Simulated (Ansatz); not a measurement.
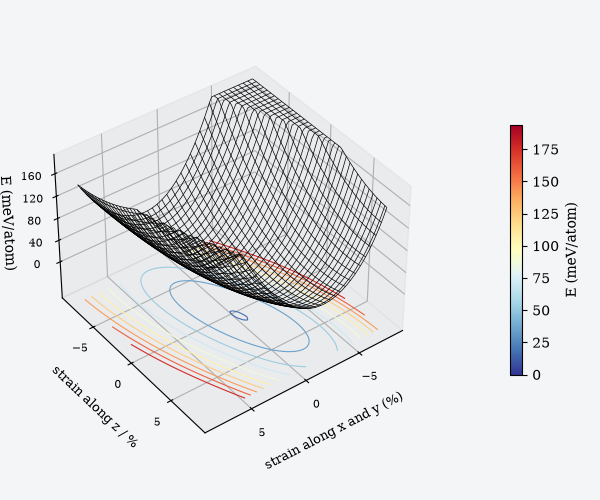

Energy landscape of HfS2 (P-3m1, No. 164; 3 atoms in the cell). The cell is strained homogeneously, by one strain along x and y and another along z, with fractional coordinates fixed (x along [1 0 0], z along [0 0 1] of the conventional cell). Coordinates scanned: (1) strain along x and y; (2) strain along z. Grid: 5 × 5 points. Points are written as (first, second). All energies are given in meV/atom relative to the lowest grid point. The reference cell is the one listed in the database, not relaxed at this level. All numbers below come from DFT PBE+D3(BJ), scalar-relativistic, plane waves, PAW (Ansatz 0.2.0). Settings: cutoff 420 eV, k-mesh 12×12×6 in the order of the run's cell vectors, gaussian smearing 0.05 eV, no spin polarisation.

The picture shows a relief with its contours projected below, any walls above the top of the colour scale cut off. Between grid points the surface is interpolated. 

> What does the map say about the system?

The lowest grid point is at (0 %, 0 %). No other kind of well shows on this grid. The highest grid point, (−8 %, −8 %), lies 480 meV/atom above the lowest. Round the minimum the valley is strongly tilted: raising strain along x and y shifts the best value of strain along z downwards (coupling k₁₂/√(k₁₁k₂₂) about 0.6).
